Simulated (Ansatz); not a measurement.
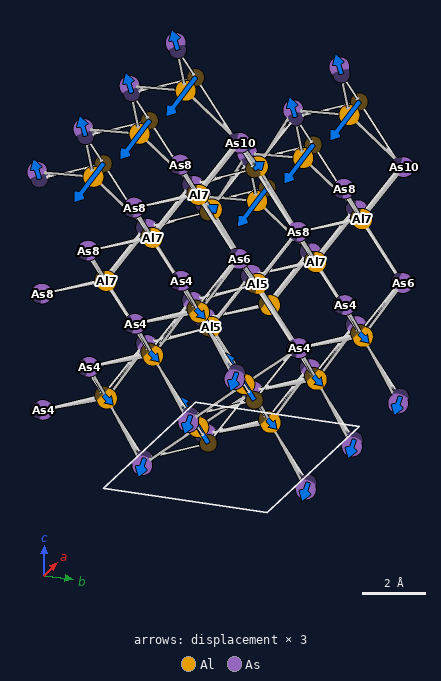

A relaxation of a slab of composition AlAs (cut from the F-43m phase). The starting structure is drawn faded, the final one solid; blue arrows show the displacements, 3 times their true length.

The picture is a ball-and-stick view of the 2 × 1 repeat of the cell, outlined in the plane, without the vacuum, seen from a free direction.

Case: (1 1 0) slab, atoms relaxed. The slab is the (1 1 0) face of AlAs.

The calculation used DFT PBEsol, scalar-relativistic, plane waves, PAW (Ansatz). (plane-wave cutoff 420 eV; k-point mesh 7 × 5 × 1; occupations gaussian; smearing width 0.05 eV; no spin polarisation; dipole correction; atoms relaxed in a fixed cell; force threshold 0.02 eV/Å; at most 60 steps)

Which element moves most?

Answer. Aluminium: up to 0.62 Å, against 0.25 Å for arsenic.

What happened in the run?

Answer. The largest moves relative to the layer's centre, 0.62 Å, are those of Al atoms. By element the largest moves are Al 0.62 Å, As 0.25 Å. The lattice vectors keep their values. Among the contacts that change: Al–As 2.457 → 2.425 Å, Al–As 2.457 → 2.476 Å, Al–As 2.457 → 2.452 Å. Bond angles that change, for instance: Al–As–Al 109.5° → 88.2°, Al–As–Al 109.5° → 93.6°, As–Al–As 109.5° → 124.0°. The energy falls by 1.438 eV per cell of the calculation in 5 geometry steps. The largest force component goes from 1.4 to 0.0056 eV/Å.
